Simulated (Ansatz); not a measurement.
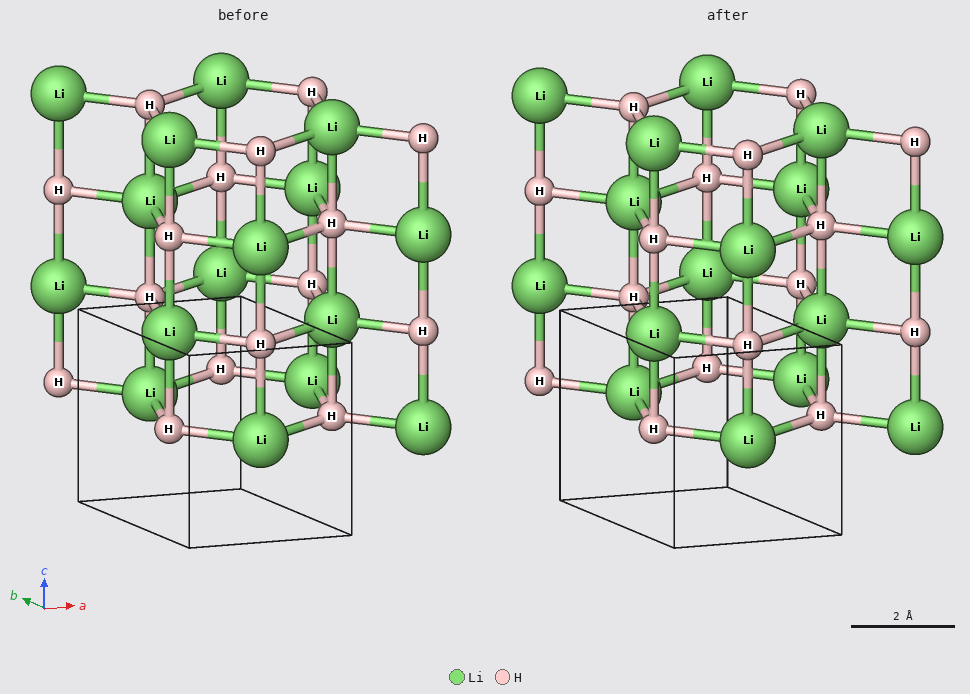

Left: solid LiH (built on the wurtzite type) at its r2SCAN-relaxed geometry. Right: the same structure after one change, at the same scale. The picture is a ball-and-stick view of the cell of the calculation, repeated 2 × 2 × 2 with one cell outlined, seen from a free direction.

The calculation used DFT, HSE06, plane waves, PAW in Ansatz 0.2.0. Settings: plane-wave cutoff 420 eV; k-point mesh 6 × 6 × 4; occupations fixed; no spin polarisation.

**What was changed?**

The cell is strained by −1.2 % along c and +3.0 % across it (volume +4.8 %). The atoms and the free axis were relaxed with r2SCAN under that strain, and this is a single point on that geometry.

**What does the change do?**

Energy change: +4.3 meV per atom. Pressure: −0.3 GPa before, −1.5 GPa after. The principal stresses (compression positive) are −0.3 GPa along c and −2.1 GPa across it. All forces vanish by symmetry. The band gap goes from 2.74 to 2.51 eV. Some distances before and after: H–Li 1.880 → 1.936 Å, H–Li 2.034 → 2.009 Å. The space group stays P6_3/mmc (No. 194).
